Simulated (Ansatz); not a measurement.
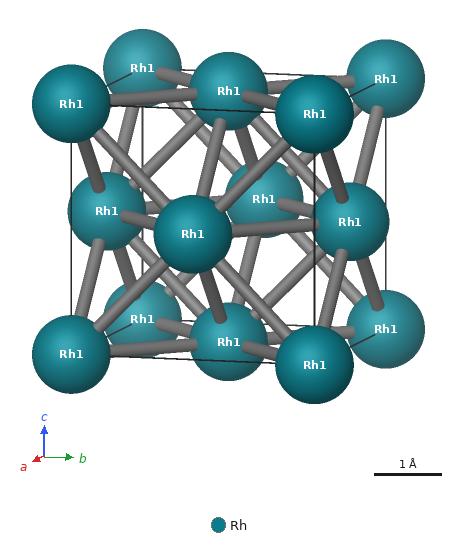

Fig. 1: The structure as given in the input (ball-and-stick view of the cell 4 times as large as that of the calculation, set on its symmetry axes, seen slightly off an axis; atoms are numbered from 1 in the order of the input).

# Two runs on Rh

System: Rh (Fm-3m, 1 atom in the cell).
Method of run 1: Kohn-Sham DFT of a periodic cell, RPBE with D3(BJ), all-electron LAPW, scalar-relativistic, no spin polarisation (Ansatz 0.2.0).

The structure derives from an entry of the Crystallography Open Database. Text and figures count atoms from 1; the logs count them from 0 in places.

## Input, run 1
```yaml
crystal:
  lattice:
    - [0.0, 1.89785, 1.89785]
    - [1.89785, 0.0, 1.89785]
    - [1.89785, 1.89785, 0.0]
  atoms:
    - { symbol: Rh, position: [0.0, 0.0, 0.0] }
kpoints:
  mp_grid: { grid: [12, 12, 12] }
scf:
  occupations: { method: fermi_dirac, width: 0.05 }
hamiltonian:
  xc: rpbe
  dispersion: d3bj
  pseudopotentials: { kind: all_electron, lapw: { basis_error: 0.001 } }
output:
  forces: true
  stress: true
relax:
  f_tol: 0.02
  max_steps: 60
  cell: {}
```

Command:
```bash
ansatz run input.yaml --threads 1 --pin off --max-ram 3072MiB --backend cpu --events-out ev --progress --plain --runs-dir out
```

Hardware: 1 thread of Arm Neoverse V1, 24 GiB of memory available, shared host.

## Output, shortened to warnings, some set-up lines, iterations and results (run 1)
```
Basis set: ecut = 297.41382097563434 eV, 169 PW (Γ), exchange–correlation at level 2
Symmetry: 48 space group operations
k-points: 72 of 1728
Initial density: superposition of atomic densities (chi_scale 0.1, normalization cell)
[...]
SCF iter   1: F=—  HF=-130198.705417 eV  |F-HF|=—  |Δ(HF+E_count)|=         —  Δρ=4.57e-2  dr2=1.54e-1  ethr=5.69e-4  ⟨swp⟩=2.7  Hψ=8371  notcnv=0
SCF iter   2: F=—  HF=-130198.277043 eV  |F-HF|=—  |Δ(HF+E_count)|=   4.28e-1  Δρ=8.19e-3  dr2=7.48e-3  ethr=2.77e-5  ⟨swp⟩=2.0  Hψ=6603  notcnv=0
SCF iter   3: F=—  HF=-130198.247728 eV  |F-HF|=—  |Δ(HF+E_count)|=         —  Δρ=7.96e-3  dr2=5.79e-3  ethr=2.77e-5  ⟨swp⟩=2.0  Hψ=3787  notcnv=0
SCF iter   4: F=—  HF=-130198.246583 eV  |F-HF|=—  |Δ(HF+E_count)|=   1.15e-3  Δρ=1.06e-3  dr2=1.08e-4  ethr=2.15e-5  ⟨swp⟩=2.0  Hψ=3551  notcnv=0
SCF iter   5: F=—  HF=-130198.246589 eV  |F-HF|=—  |Δ(HF+E_count)|=   5.59e-6  Δρ=9.53e-5  dr2=7.77e-7  ethr=4.01e-7  ⟨swp⟩=2.0  Hψ=3598  notcnv=0
[... 25 lines ...]
relax step   5: F+E_penalty+E_count = -130198.37928170 eV  Δ(F+E_penalty+E_count) = -1.313e-5 eV  max|allowed force component| = 0.000e0 eV/Å  Δτ_max = 0.0000 Å  P = +0.008 …
SCF iter   1: F=—  HF=-130198.379282 eV  |F-HF|=—  |Δ(HF+E_count)|=         —  Δρ=1.15e-5  dr2=8.71e-9  ethr=3.72e-11  ⟨swp⟩=6.3  Hψ=9449  notcnv=0  reapply=38
SCF iter   2: F=-130198.379282 eV  HF=-130198.379282 eV  |F-HF|=1.00e-9  |Δ(HF+E_count)|=  6.98e-10  Δρ=2.32e-6  dr2=3.23e-10  ethr=2.21e-12 (applied; sched 1.20e-12)  …
SCF 6 converged in 2 iterations: F = -130198.379282 eV  dr2 = 3.23e-10
relax step   6: F+E_penalty+E_count = -130198.37928169 eV  Δ(F+E_penalty+E_count) = +9.037e-9 eV  max|allowed force component| = 0.000e0 eV/Å  Δτ_max = 0.0000 Å  P = +0.007 …
basis re-selected at this cell: Δ(F+E_penalty+E_count) = +9.037e-9 eV, ΔP = -0.001 GPa vs the last step (what re-selecting the basis moved, after the strain that the cell walked since its last selection, with what the two solves' SCF thresholds leave and, on support functions, any second-order …
SCF converged after 2 iterations
Free energy (F): -130198.379282 eV
Harris-Foulkes:  -130198.379282 eV  (|F-HF|=1.00e-9)
Internal energy: -130198.372311 eV  (E = F + TS)
E sigma→0 (E₀):  -130198.375796 eV
Entropy (-TS):   -0.006971 eV (-6.971 meV/atom)
Fermi energy:    28.050023 eV
--- Per-component energies (eV) ---
  E_band       = -2687.203137
  E_kinetic    = 135639.536959
  E_xc         = -3790.072198
  E_electrostatic = -262043.997576  (all electrons and nuclei)
  E_disp       = -3.839495  (pairwise vdW)
  E_smearing   = -0.006971  (= −TS)
  E_closure    = 0.000000  (closes the sum)
  E_atoms      = -130188.151521  (free atoms, spherical and without spin; not in F)
  Σ components = -130198.379282   (vs F -130198.379282, Δ=0.00e0)
  Basis errors (estimates in eV, not in F): energy 2.5e-4 per atom: plane waves 2.2e-4 (1.2e-4 summed), levels above the bands 3.2e-120, relativity 9.3e-8, radial functions 3.3e-5, core shells 2.1e-6; eigenvalues (radial functions only) 8.2e-6; not estimated: angular momenta, meshes, grids; target …
--- Forces (eV/Å), atoms counted from 1 ---
  atom   1  Rh    -0.00000000    -0.00000000     0.00000000
  max |Σ_I F_I| component: 5.75e-32 eV/Å
--- Stress (GPa, compression-positive) ---
        0.006642      -0.000000       0.000000
       -0.000000       0.006642      -0.000000
        0.000000      -0.000000       0.006642
  P = ⅓ Tr σ = 0.0066 GPa (0.066 kbar)
--- Relaxed structure (5 steps of the walk, 5 accepted, 1 SCFs on fresh bases) ---
  F+E_penalty+E_count = -130198.37928169 eV   max|allowed force component| = 0.000e0 eV/Å   (the final SCF, on the basis selected at the relaxed cell)
  cell:  # Å, volume = 12.3971 Å³
    - [-9.633385916888527e-35, 1.8369459546129079, 1.8369459546129079]
    - [1.8369459546129079, -2.571575756132462e-34, 1.8369459546129079]
    - [1.8369459546129079, 1.8369459546129079, -1.73561109870506e-34]
  atoms:
    - { symbol: Rh, position: [0.0, 0.0, 0.0] }
```

For run 2 the input was changed thus:
```diff
-  xc: rpbe
-  dispersion: d3bj
+  xc: pbe
+  dispersion: d4
```

What does this change do to the results?

The total energies belong to different models, so their difference says nothing on which is more stable or more accurate. The volume per atom goes from 12.40 to 13.59 Å³. The functional changes from RPBE to PBE. The SCF takes 15 iterations over all geometry steps against 23.

## Output, shortened to warnings, some set-up lines, iterations and results (run 2)
```
Basis set: ecut = 297.15575510598256 eV, 169 PW (Γ), exchange–correlation at level 2
Symmetry: 48 space group operations
k-points: 72 of 1728
Initial density: superposition of atomic densities (chi_scale 0.1, normalization cell)
[...]
SCF iter   1: F=—  HF=-130188.620740 eV  |F-HF|=—  |Δ(HF+E_count)|=         —  Δρ=4.54e-2  dr2=1.51e-1  ethr=5.59e-4  ⟨swp⟩=2.8  Hψ=8372  notcnv=0
SCF iter   2: F=—  HF=-130188.180533 eV  |F-HF|=—  |Δ(HF+E_count)|=   4.40e-1  Δρ=7.51e-3  dr2=6.35e-3  ethr=2.35e-5  ⟨swp⟩=2.0  Hψ=6586  notcnv=0
SCF iter   3: F=—  HF=-130188.147725 eV  |F-HF|=—  |Δ(HF+E_count)|=         —  Δρ=7.67e-3  dr2=5.37e-3  ethr=2.35e-5  ⟨swp⟩=2.0  Hψ=3775  notcnv=0
SCF iter   4: F=—  HF=-130188.146094 eV  |F-HF|=—  |Δ(HF+E_count)|=   1.63e-3  Δρ=9.92e-4  dr2=9.53e-5  ethr=1.99e-5  ⟨swp⟩=2.0  Hψ=3565  notcnv=0
SCF iter   5: F=—  HF=-130188.146090 eV  |F-HF|=—  |Δ(HF+E_count)|=   3.41e-6  Δρ=8.43e-5  dr2=6.18e-7  ethr=3.53e-7  ⟨swp⟩=2.0  Hψ=3599  notcnv=0
[... 13 lines ...]
relax step   3: F+E_penalty+E_count = -130188.14655950 eV  Δ(F+E_penalty+E_count) = -3.159e-4 eV  max|allowed force component| = 0.000e0 eV/Å  Δτ_max = 0.0000 Å  P = -0.021 …
SCF iter   1: F=—  HF=-130188.146560 eV  |F-HF|=—  |Δ(HF+E_count)|=         —  Δρ=2.03e-5  dr2=2.99e-8  ethr=1.23e-10  ⟨swp⟩=6.5  Hψ=9411  notcnv=0  reapply=28
SCF iter   2: F=-130188.146560 eV  HF=-130188.146560 eV  |F-HF|=7.84e-9  |Δ(HF+E_count)|=   5.05e-8  Δρ=1.09e-5  dr2=8.40e-9  ethr=1.11e-10  ⟨swp⟩=2.0  Hψ=3597  notcnv=0
SCF 4 converged in 2 iterations: F = -130188.146560 eV  dr2 = 8.40e-9
relax step   4: F+E_penalty+E_count = -130188.14655957 eV  Δ(F+E_penalty+E_count) = -6.917e-8 eV  max|allowed force component| = 0.000e0 eV/Å  Δτ_max = 0.0000 Å  P = -0.020 …
basis re-selected at this cell: Δ(F+E_penalty+E_count) = -6.917e-8 eV, ΔP = +0.001 GPa vs the last step (what re-selecting the basis moved, after the strain that the cell walked since its last selection, with what the two solves' SCF thresholds leave and, on support functions, any second-order …
SCF converged after 2 iterations
Free energy (F): -130188.146560 eV
Harris-Foulkes:  -130188.146560 eV  (|F-HF|=7.84e-9)
Internal energy: -130188.138343 eV  (E = F + TS)
E sigma→0 (E₀):  -130188.142451 eV
Entropy (-TS):   -0.008217 eV (-8.217 meV/atom)
Fermi energy:    24.953392 eV
--- Per-component energies (eV) ---
  E_band       = -2762.936889
  E_kinetic    = 135622.012314
  E_xc         = -3780.857778
  E_electrostatic = -262028.438836  (all electrons and nuclei)
  E_disp       = -0.854043  (pairwise vdW)
  E_smearing   = -0.008217  (= −TS)
  E_closure    = 0.000000  (closes the sum)
  E_atoms      = -130180.026586  (free atoms, spherical and without spin; not in F)
  Σ components = -130188.146560   (vs F -130188.146560, Δ=0.00e0)
  Basis errors (estimates in eV, not in F): energy 2.5e-4 per atom: plane waves 2.1e-4 (1.1e-4 summed), levels above the bands 2.4e-112, relativity 6.4e-8, radial functions 4.2e-5, core shells 8.6e-7; eigenvalues (radial functions only) 7.6e-6; not estimated: angular momenta, meshes, grids; target …
--- Forces (eV/Å), atoms counted from 1 ---
  atom   1  Rh    -0.00000000     0.00000000    -0.00000000
  max |Σ_I F_I| component: 1.48e-31 eV/Å
--- Stress (GPa, compression-positive) ---
       -0.020117      -0.000000      -0.000000
       -0.000000      -0.020117      -0.000000
       -0.000000      -0.000000      -0.020117
  P = ⅓ Tr σ = -0.0201 GPa (-0.201 kbar)
--- Relaxed structure (3 steps of the walk, 3 accepted, 1 SCFs on fresh bases) ---
  F+E_penalty+E_count = -130188.14655957 eV   max|allowed force component| = 0.000e0 eV/Å   (the final SCF, on the basis selected at the relaxed cell)
  cell:  # Å, volume = 13.5877 Å³
    - [1.0691058840368783e-50, 1.8939644688707864, 1.8939644688707864]
    - [1.8939644688707864, -5.09537203289559e-35, 1.8939644688707864]
    - [1.8939644688707864, 1.8939644688707864, -1.0190744065791179e-34]
  atoms:
    - { symbol: Rh, position: [0.0, 0.0, 0.0] }
```

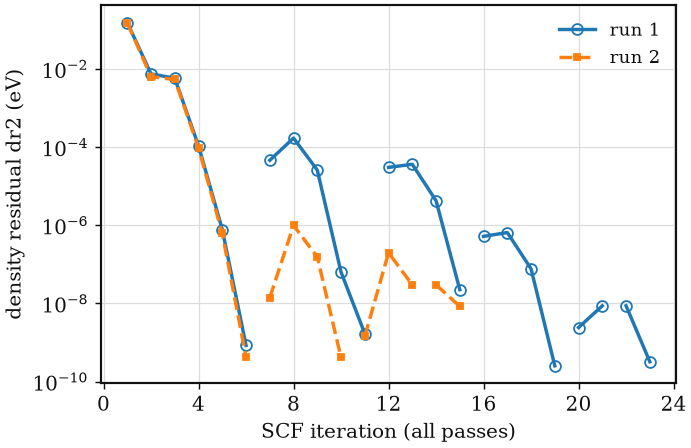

Fig. 2: Convergence of the two runs: density residual dr2 against the SCF iteration. A break in a curve parts two SCF passes. Run 1 takes 23 iterations in all, and run 2 takes 15.

## The two runs side by side

| quantity | run 1 | run 2 |
| --- | --- | --- |
| outcome | converged | converged |
| free energy per atom (eV) | −130198.3793 | −130188.1466 |
| energy per atom, smearing taken to zero (eV) | −130198.3758 | −130188.1425 |
| pressure (GPa) | 0.01 | −0.02 |
| volume per atom (Å³) | 12.40 | 13.59 |
| largest force (eV/Å) | 0.000 | 0.000 |
| SCF iterations | 23 | 15 |
| irreducible k-points | 72 | 72 |
| wall time (shared host) | 24 s | 18 s |
